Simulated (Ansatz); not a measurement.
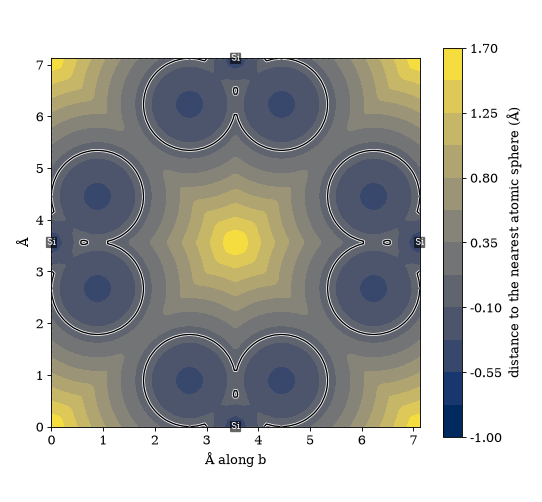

Map of the distance to the nearest atomic sphere in SiO$_{2}$ (Fd-3m, No. 227), computed on the section x = 0.000 (parallel to b and c; the dashed line is one cell). The black line marks the spheres' surfaces; positive values are empty space; unlabelled circles belong to atoms above or below the section.

Atoms are hard spheres with Shannon crystal radii (six-coordinate where tabulated): Si 0.54 Å, O 1.26 Å.

The cell is taken from a calculation's input that goes back to an entry of the Crystallography Open Database (an earlier step may have relaxed or displaced it).

```cif
data_structure
_symmetry_space_group_name_H-M 'Fd-3m:1'
_symmetry_Int_Tables_number 227
_cell_length_a 7.1200
_cell_length_b 7.1200
_cell_length_c 7.1200
_cell_angle_alpha 90.000
_cell_angle_beta 90.000
_cell_angle_gamma 90.000
_cell_volume 360.94
loop_
_atom_site_label
_atom_site_type_symbol
_atom_site_symmetry_multiplicity
_atom_site_Wyckoff_symbol
_atom_site_fract_x
_atom_site_fract_y
_atom_site_fract_z
_atom_site_occupancy
Si1 Si 8 b 0.50000 0.00000 0.00000 1
O1 O 16 d 0.12500 0.12500 0.62500 1
```

### Where is the largest hole in this section, and how large is it?

At 0.000, 0.000, 0.000 (fractional), where the distance reaches 1.69 Å; it is enclosed by 12 O. It is the largest hole of the crystal.

### How much of the crystal lies outside the spheres?

About 62 % of the cell's volume, and 59 % of this section's area.

### What can pass through?

The largest sphere that fits anywhere has a diameter of 3.38 Å; the largest that can travel through the crystal, about 2.5 Å.
